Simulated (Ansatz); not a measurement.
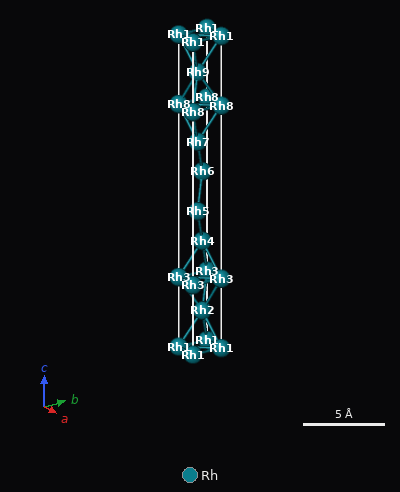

Figure 1. The input geometry (ball-and-stick view of the cell of the calculation, seen slightly off an axis; atoms are numbered from 1 in the order of the input).

# Rh: single-point calculation

- system: Rh (R-3m, 9 atoms in the cell)
- method: DFT, PBE, plane waves, PAW, no spin polarisation (Ansatz 0.2.0)

The structure was built on a prototype by a generator; it need not be a known phase. Figures and captions count atoms from 1; the log counts them from 0 in places.

Log
```
Engine: ansatz 0.2.0, aarch64-unknown-linux-gnu
Pseudopotentials: kind: paw
Pseudopotential: Rh, paw, valence charge 17, recommended cutoff 420 eV (normal), Rh.paw.azcp
Functional definition: PBE
  parameter kappa = 0.804
  parameter beta = 0.06672455060314922
  exchange = pbe_x(kappa = kappa, mu = beta*pi^2/3)
  correlation = pbe_c(beta = beta)
Crystal: 9 atoms, lattice volume = 126.730 Å³
Basis set: ecut = 420 eV, 2509 PW (Γ), exchange–correlation on 40×40×270 points (8 copies of the dense FFT grid, shifted against one another)
Bands: 92, of which v1, the nominal top of the filled ones, is band 77 counted from 1 (76 counted from 0)
Symmetry: 36 space group operations
Space group: R-3m (ITA 166), of the structure as read, at distance tolerance 5.0e-5 Å
k-points: 101 of 972
Non-local potential: Rh, projectors of the file, l = 0: 3, l = 1: 2, l = 2: 2, l = 3: 1
PAW form: soft (Blöchl's): semilocal exchange-correlation on the pseudo side does not see the compensation charge
PAW one-centre angular grid: Rh, 590 points (default); XC on 64 Gauss nodes
Initial density: superposition of atomic densities (neutral atoms: chi_scale 0, normalization atom), corrected by the library's trained network
Initial wavefunctions: pseudopotential atomic-orbital guess
Functional: x = pbe(κ = 0.804, μ = 0.2195149727645171), c = pbe(β = 0.06672455060314922)
SCF iter   1: F=—  HF=-57625.785046 eV  |F-HF|=—  |Δ(HF+E_count)|=         —  Δρ=6.73e-3  dr2=6.36e-2  ethr=1.77e-3  ⟨swp⟩=5.5  Hψ=29617  notcnv=0  defer=125
SCF iter   2: F=—  HF=-57626.043420 eV  |F-HF|=—  |Δ(HF+E_count)|=   2.58e-1  Δρ=3.82e-2  dr2=5.96e0  ethr=4.16e-5  ⟨swp⟩=2.0  Hψ=15800  notcnv=0  defer=364
SCF iter   3: F=—  HF=-57625.792553 eV  |F-HF|=—  |Δ(HF+E_count)|=   2.51e-1  Δρ=3.70e-3  dr2=3.70e-2  ethr=4.16e-5  ⟨swp⟩=2.0  Hψ=13999  notcnv=0  defer=364
SCF iter   4: F=—  HF=-57625.792136 eV  |F-HF|=—  |Δ(HF+E_count)|=   4.17e-4  Δρ=6.95e-4  dr2=2.26e-4  ethr=2.42e-5  ⟨swp⟩=1.0  Hψ=10030  notcnv=0  defer=212
SCF iter   5: F=—  HF=-57625.792241 eV  |F-HF|=—  |Δ(HF+E_count)|=   1.05e-4  Δρ=1.90e-4  dr2=2.09e-5  ethr=1.47e-7  ⟨swp⟩=2.0  Hψ=12956  notcnv=0  defer=212
SCF iter   6: F=—  HF=-57625.792108 eV  |F-HF|=—  |Δ(HF+E_count)|=   1.34e-4  Δρ=6.37e-5  dr2=1.46e-6  ethr=1.36e-8  ⟨swp⟩=2.0  Hψ=13072  notcnv=0  defer=218
SCF iter   7: F=—  HF=-57625.792108 eV  |F-HF|=—  |Δ(HF+E_count)|=   6.33e-7  Δρ=2.39e-5  dr2=4.16e-7  ethr=9.54e-10  ⟨swp⟩=2.0  Hψ=12966  notcnv=0  defer=218
SCF iter   8: F=-57625.792108 eV  HF=-57625.792108 eV  |F-HF|=9.26e-9  |Δ(HF+E_count)|=   4.09e-9  Δρ=5.33e-6  dr2=1.35e-8  ethr=6.54e-11  ⟨swp⟩=7.6  Hψ=37719  notcnv=0
SCF 1 converged in 8 iterations: F = -57625.792108 eV  dr2 = 1.35e-8
  greatest PAW one-centre occupation: 1.000 electrons in one spin orbital (limit 2), on the Rh atom at site 6 (counted from 0), in its partial waves of l = 0
```

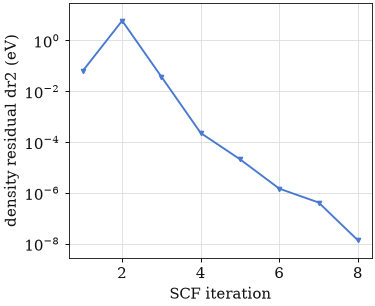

Figure 2. Convergence of the self-consistent field: density residual dr2 against the SCF iteration. The residual comes down, with one marked jump up, by a factor of about 90, at step 2.

```
SCF converged after 8 iterations
Free energy (F): -57625.792108 eV
Harris-Foulkes:  -57625.792108 eV  (|F-HF|=9.26e-9)
Internal energy: -57625.720028 eV  (E = F + TS)
E sigma→0 (E₀):  -57625.756068 eV
Entropy (-TS):   -0.072081 eV (-8.009 meV/atom)
Fermi energy:    21.754450 eV
--- Per-component energies (eV) ---
  E_band       = -855.435332
  E_kinetic    = 5155.199836
  E_local      = -14338.385496  (includes V_loc(G=0)·N_el)
  E_nonlocal   = 3191.331581
  E_hartree    = 5040.414447
  E_xc         = -1995.583485
  E_vxc        = -2505.072537  (∫ρ·V_xc dr)
  E_paw        = -32281.874983  (= ΣΔE_a)
  E_vpaw       = -2439.343511  (= ΣTr[D̂ρ^β])
  E_aug_tail   = 0.007747  (compensation charges beyond the density's cutoff)
  E_ewald      = -22396.829675
  E_smearing   = -0.072081  (= −TS)
  E_closure    = -0.000000  (closes the sum)
  Σ components = -57625.792108   (vs F -57625.792108, Δ=0.00e0)
--- Forces (eV/Å), atoms counted from 1 ---
  atom   1  Rh     0.00000000    -0.00000000     0.00000000
  atom   2  Rh     0.00000000    -0.00000000     0.00006515
  atom   3  Rh     0.00000000     0.00000000    -0.00006515
  atom   4  Rh     0.00000000     0.00000000     0.00000000
  atom   5  Rh     0.00000000    -0.00000000     0.00006515
  atom   6  Rh    -0.00000000     0.00000000    -0.00006515
  atom   7  Rh    -0.00000000    -0.00000000    -0.00000000
  atom   8  Rh     0.00000000    -0.00000000     0.00006515
  atom   9  Rh     0.00000000     0.00000000    -0.00006515
  max |Σ_I F_I| component: 2.16e-17 eV/Å
--- Stress (GPa, compression-positive) ---
        0.000656       0.000000       0.000000
        0.000000       0.000656       0.000000
        0.000000       0.000000       0.000265
  P = ⅓ Tr σ = 0.0005 GPa (0.005 kbar)
--- Band table (eV; the first three rows and the last of 101) ---
  k-point 0: bands = ["-57.0876", "-57.0789", "-57.0789", "-57.0342", "-57.0342", "-57.0104", "-56.9945", "-56.9793", "-56.9793", "-25.2430", "-25.2430", "-25.1285", "-25.0593", "-24.8639", "-24.8639", "-24.6750", "-24.6750", "-24.6750", "-24.6750", "-24.6618", "-24.6618", "-24.6598", "-24.6598", "-24.6434", "-24.6434", "-24.6194", "-24.6194", "-24.6194", "-24.6194", "-24.5908", "-24.5908", "-24.5908", "-24.5908", "-24.5800", "-24.5800", "-24.5787", "13.9252", "14.3985", "14.3985", "15.4822", "15.4822", "15.8183", "15.8183", "15.9301", "15.9628", "18.4903", "18.4903", "18.5902", "18.5902", "18.6953", "18.6953", "18.7349", "18.7349", "18.7349", "18.7349", "18.7535", "18.8431", "18.8431", "18.8431", "18.8431", "18.9299", "18.9299", "19.1376", "19.1376", "19.1670", "19.1670", "19.1670", "19.1670", "19.7912", "19.8431", "20.3019", "20.3019", "20.4844", "20.4844", "20.4844", "20.4844", "21.1099", "21.1099", "21.1099", "21.1099", "21.5022", "21.5022", "21.8042", "21.8042", "22.0169", "22.0169", "22.0334", "22.0334", "22.0334", "22.0334", "30.7062", "30.7062"]
  k-point 1: bands = ["-57.0864", "-57.0833", "-57.0751", "-57.0406", "-57.0250", "-57.0156", "-56.9904", "-56.9841", "-56.9767", "-25.2602", "-25.2099", "-25.1643", "-25.0141", "-24.9410", "-24.7898", "-24.7167", "-24.6773", "-24.6773", "-24.6706", "-24.6706", "-24.6651", "-24.6651", "-24.6388", "-24.6388", "-24.6296", "-24.6296", "-24.6157", "-24.6099", "-24.6099", "-24.5980", "-24.5980", "-24.5881", "-24.5850", "-24.5850", "-24.5813", "-24.5813", "13.9798", "14.1407", "14.7340", "15.1152", "15.7625", "15.7918", "15.8657", "15.8991", "15.9295", "18.4310", "18.5087", "18.6631", "18.7056", "18.7056", "18.7106", "18.7106", "18.7312", "18.7342", "18.7473", "18.7473", "18.8245", "18.8245", "18.8890", "18.8890", "18.9037", "18.9037", "19.1224", "19.1224", "19.1637", "19.1637", "19.1771", "19.1871", "19.1871", "20.3186", "20.3186", "20.3772", "20.3772", "20.5712", "20.6088", "20.6088", "20.9555", "20.9555", "21.2819", "21.2819", "21.3443", "21.4303", "21.4303", "21.8591", "21.8591", "21.9541", "21.9541", "22.0773", "22.0773", "22.4275", "30.1677", "31.6328"]
  k-point 2: bands = ["-57.0849", "-57.0764", "-57.0764", "-57.0321", "-57.0321", "-57.0087", "-56.9928", "-56.9779", "-56.9779", "-25.2370", "-25.2369", "-25.1257", "-25.0571", "-24.8673", "-24.8671", "-24.6921", "-24.6887", "-24.6809", "-24.6786", "-24.6757", "-24.6686", "-24.6684", "-24.6667", "-24.6566", "-24.6471", "-24.6336", "-24.6271", "-24.6263", "-24.6197", "-24.6012", "-24.5978", "-24.5962", "-24.5960", "-24.5915", "-24.5827", "-24.5813", "14.0335", "14.5014", "14.5017", "15.5807", "15.5822", "15.9026", "15.9038", "16.0275", "16.0578", "18.3583", "18.3672", "18.5222", "18.5259", "18.6134", "18.6565", "18.7378", "18.7383", "18.7638", "18.7952", "18.8133", "18.8213", "18.8461", "18.8950", "18.9235", "18.9688", "19.0014", "19.0060", "19.1537", "19.1672", "19.1967", "19.2382", "19.2408", "19.5727", "19.7409", "20.2366", "20.2650", "20.2891", "20.3269", "20.5778", "20.5781", "20.9892", "21.0050", "21.1190", "21.1222", "21.2039", "21.2721", "21.5104", "21.7924", "21.8081", "22.0479", "22.0487", "22.0528", "23.0637", "23.0812", "30.7073", "30.7097"]
  k-point 100: bands = ["-56.9809", "-56.9809", "-56.9809", "-56.9422", "-56.9422", "-56.9422", "-56.9422", "-56.9422", "-56.9422", "-25.1149", "-25.1149", "-25.1149", "-25.0834", "-25.0834", "-25.0834", "-25.0651", "-25.0651", "-25.0651", "-25.0076", "-25.0076", "-25.0076", "-24.9787", "-24.9787", "-24.9787", "-24.9140", "-24.9140", "-24.9140", "-24.8215", "-24.8215", "-24.8215", "-24.7433", "-24.7433", "-24.7433", "-24.7222", "-24.7222", "-24.7222", "16.7108", "16.7108", "16.7108", "17.1044", "17.1044", "17.1044", "17.2720", "17.2720", "17.2720", "17.4297", "17.4297", "17.4297", "17.6402", "17.6402", "17.6402", "17.9377", "17.9377", "17.9377", "18.6524", "18.6524", "18.6524", "18.6914", "18.6914", "18.6914", "18.7437", "18.7437", "18.7437", "19.9549", "19.9549", "19.9549", "20.2466", "20.2466", "20.2466", "21.1095", "21.1095", "21.1095", "21.7842", "21.7842", "21.7842", "21.9005", "21.9005", "21.9005", "22.0384", "22.0384", "22.0384", "28.2041", "28.2041", "28.2041", "28.4440", "28.4440", "28.4440", "28.8908", "28.8908", "28.8908", "29.3372", "29.3372"]
```

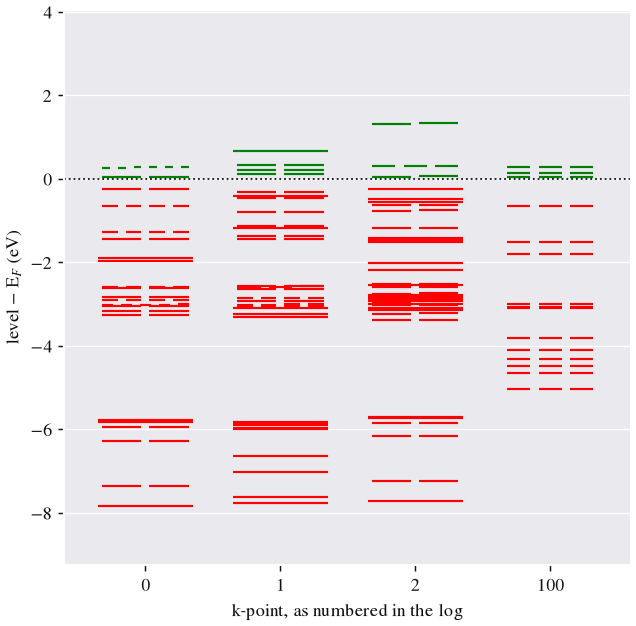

Figure 3. Kohn–Sham levels near the Fermi level (dotted) at the few k-points that the log prints; levels within 0.02 eV of each other stand side by side. The system is metallic on the full mesh.

The run was set up as follows.

Input file
```yaml
crystal:
  lattice:
    - [2.7119865708, 0.0, 0.0]
    - [-1.3559932854, 2.348649265, 0.0]
    - [0.0, 0.0, 19.8962910489]
  atoms:
    - { symbol: Rh, position: [0.0, 0.0, 0.0] }
    - { symbol: Rh, position: [0.3333333333, 0.6666666667, 0.1105476185] }
    - { symbol: Rh, position: [0.0, 0.0, 0.2227857149] }
    - { symbol: Rh, position: [0.3333333333, 0.6666666667, 0.3333333333] }
    - { symbol: Rh, position: [0.6666666667, 0.3333333333, 0.4438809518] }
    - { symbol: Rh, position: [0.3333333333, 0.6666666667, 0.5561190482] }
    - { symbol: Rh, position: [0.6666666667, 0.3333333333, 0.6666666667] }
    - { symbol: Rh, position: [0.0, 0.0, 0.7772142851] }
    - { symbol: Rh, position: [0.6666666667, 0.3333333333, 0.8894523815] }
basis:
  ecutwfc: 420
kpoints:
  mp_grid: { grid: [18, 18, 3] }
hamiltonian:
  xc: pbe
scf:
  occupations: { method: gaussian, width: 0.1 }
  mixing: { preconditioner: none }
output:
  forces: true
  eigenvalues: true
  stress: true
```

Command:
```bash
ansatz run input.yaml --threads 1 --pin off --max-ram 2560MiB --backend cpu --events-out ev --progress --plain --runs-dir out
```

Key numbers

| quantity | value |
| --- | --- |
| outcome | converged |
| space group (tolerance 0.01 Å) | R-3m (166) |
| electrons treated | 153 |
| free energy | −57625.7921 eV |
| Fermi energy | 21.754 eV |
| gap on the k-point mesh | none (metallic) |
| pressure | 0.00 GPa |
| largest force (length of the vector) | under 0.001 eV/Å |
| hardware | 1 thread of Arm Neoverse V1, 24 GiB of memory available, shared host |
| wall time | 60 s |
| peak memory | 0.9 GiB |

Settings chosen away from the usual ones: scf.mixing.preconditioner set to none.
